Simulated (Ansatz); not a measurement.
Input

```
crystal:
  lattice:
    - [-6.617373249, 6.617373249, -6.617373249]
    - [-6.617373249, -6.617373249, 6.617373249]
    - [6.617373249, 6.617373249, 6.617373249]
  atoms:
    - { symbol: Cd, position: [0.7559861416, 0.2493770511, 0.0002103207] }
    - { symbol: Cd, position: [0.756783003, -0.0004395963, 0.2497073046] }
    - { symbol: Cd, position: [0.4995650122, 0.4995592254, 2.12739e-05] }
    - { symbol: Cd, position: [0.4927487689, 0.2431635946, 0.2437421876] }
    - { symbol: Cd, position: [0.4996316953, -0.0005182957, 0.4999823907] }
    - { symbol: Cd, position: [0.2493614488, 0.7562903796, -0.0002272385] }
    - { symbol: Cd, position: [0.2433334247, 0.4929807779, 0.2438303942] }
    - { symbol: Cd, position: [0.2428233836, 0.2428653223, 0.4926269854] }
    - { symbol: Cd, position: [0.2491723799, -0.0006796887, 0.7565328016] }
    - { symbol: Cd, position: [-0.000414672, 0.7563461287, 0.2493812116] }
    - { symbol: Cd, position: [-0.000462589, 0.4993992898, 0.5001296796] }
    - { symbol: Cd, position: [-0.0003345874, 0.2490208694, 0.756431862] }
    - { symbol: Cd, position: [0.7503625804, 0.750213678, 0.5075992025] }
    - { symbol: Cd, position: [0.7500281975, 0.5070281007, 0.7502404729] }
    - { symbol: Cd, position: [0.5072067718, 0.7500825725, 0.750726929] }
    - { symbol: Te, position: [-0.0001597783, -0.0002989823, 0.2355016015] }
    - { symbol: Te, position: [0.748417879, 0.2482135888, 0.2489277501] }
    - { symbol: Te, position: [0.7508862927, -0.0004242654, 0.5000368637] }
    - { symbol: Te, position: [0.5001161555, 0.5000262865, 0.2517339054] }
    - { symbol: Te, position: [0.4996026543, 0.2506505164, 0.5000614465] }
    - { symbol: Te, position: [0.4996653049, -0.0005634247, 0.7511282033] }
    - { symbol: Te, position: [0.2484455424, 0.7486085971, 0.2487482081] }
    - { symbol: Te, position: [0.2509404089, 0.4998370669, 0.5002942572] }
    - { symbol: Te, position: [0.2484026984, 0.2482377505, 0.7483677927] }
    - { symbol: Te, position: [0.2355933999, -0.0002725398, -8.14762e-05] }
    - { symbol: Te, position: [-0.0003609306, 0.7505193686, 0.499803882] }
    - { symbol: Te, position: [-0.0004340138, 0.4996146314, 0.7513546461] }
    - { symbol: Te, position: [-0.0003006724, 0.23625893, 0.0003631651] }
    - { symbol: Te, position: [0.7645903786, 0.7644750666, 0.7648210714] }
    - { symbol: Te, position: [0.7506327738, 0.4998478732, -0.0001384894] }
    - { symbol: Te, position: [0.5000634916, 0.7507838587, 0.0001773617] }
  host:
    lattice:
      - [0.0, 3.3086866245, 3.3086866245]
      - [3.3086866245, 0.0, 3.3086866245]
      - [3.3086866245, 3.3086866245, 0.0]
    atoms:
      - { symbol: Cd, position: [0.0, 0.0, 0.0] }
      - { symbol: Te, position: [0.25, 0.25, 0.25] }
basis:
  ecutwfc: 420
  xc_grid: 2
kpoints:
  mp_grid: { grid: [2, 2, 2], shift: [0.5, 0.5, 0.5] }
hamiltonian:
  xc: pbe
scf:
  occupations: { method: gaussian, width: 0.01 }
output:
  forces: true
  stress: false
  eigenvalues: true
  charged_corrections:
    defect_position: [0.0, 0.0, 0.0]
    epsilon: [[12.5827, 0.0, 0.0], [0.0, 12.5827, 0.0], [0.0, 0.0, 12.5827]]
  write_density: true
  write_potential: true
  elf: true
  volumetric_format: npy
relax:
  adjacent_minimum: "off"
  f_tol: 0.025
  max_steps: 60
```

Launched as:

```sh
ansatz run input.yaml --threads 8 --pin off --max-ram 22528MiB --backend cpu --events-out ev --progress --plain --runs-dir out
```

The fields are those of the relaxed geometry.

All numbers below come from DFT PBE, scalar-relativistic, plane waves, PAW in Ansatz 0.2.0.

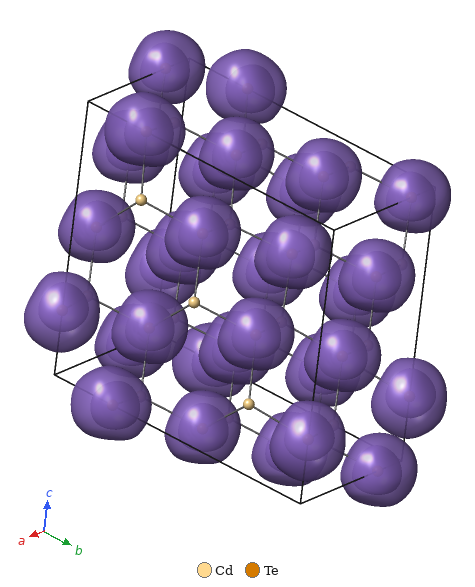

Cd15Te16 (cell with a defect). Isosurface of the electron localisation function at 0.55 (purple), seen slightly off an axis. Core shells and regions of very low density are left out. Sticks mark near contacts.

In a PAW calculation such maps are meaningful between the atoms, not at the nuclei.

What do the ELF domains correspond to?

Answer. The surface consists of 16 regions wrapped around Te (the valence shell of each), counted in one cell of 31 atoms. Any copies at cell faces, edges or corners count once. Profiles from the grid: Cd–Te (2.84 Å): the ELF is about 0.50 at the midpoint. Cd–Te (2.88 Å): the ELF is about 0.50 at the midpoint and 0.15 at its lowest between the atoms.

Does the calculation make it a metal, or give it a gap?

Answer. It is metallic or semimetallic at this level of theory: no gap opens.
